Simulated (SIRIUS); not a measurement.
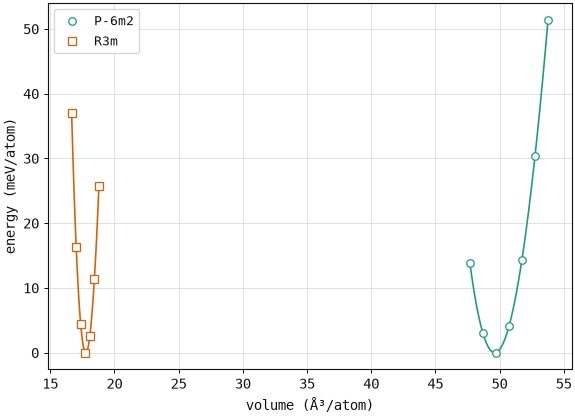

The plot gives the computed energy against volume, with one curve for each structure, for MoS₂. Each energy curve has its own zero, so the curves don't rank the structures.

Method: all-electron LAPW DFT, no spin polarisation; energies at scaled volumes of the given cell, shape and fractions fixed, counted from the fit's minimum, third-order Birch-Murnaghan fit (SIRIUS 7.12.0). Level: PBEsol.

- occupations: Fermi–Dirac
- smearing width: 0.05 eV
- potentials: all electron FP LAPW

Settings that differ: P-6m2: k mesh 10×10×2; R3m: k mesh 10×10×10.

The numbers behind the figure:

P-6m2:
```tsv
volume (Å³/atom)	energy (meV/atom)
47.69	13.86
48.71	3.02
49.72	0.02
50.73	4.11
51.75	14.39
52.76	30.45
53.78	51.45
```

R3m:
```tsv
volume (Å³/atom)	energy (meV/atom)
16.66	37.04
17.02	16.40
17.37	4.39
17.73	0.01
18.08	2.64
18.44	11.43
18.79	25.80
```

Keep in mind: shape and atomic fractions are frozen while scaling, which makes layered, chain and framework solids too stiff.
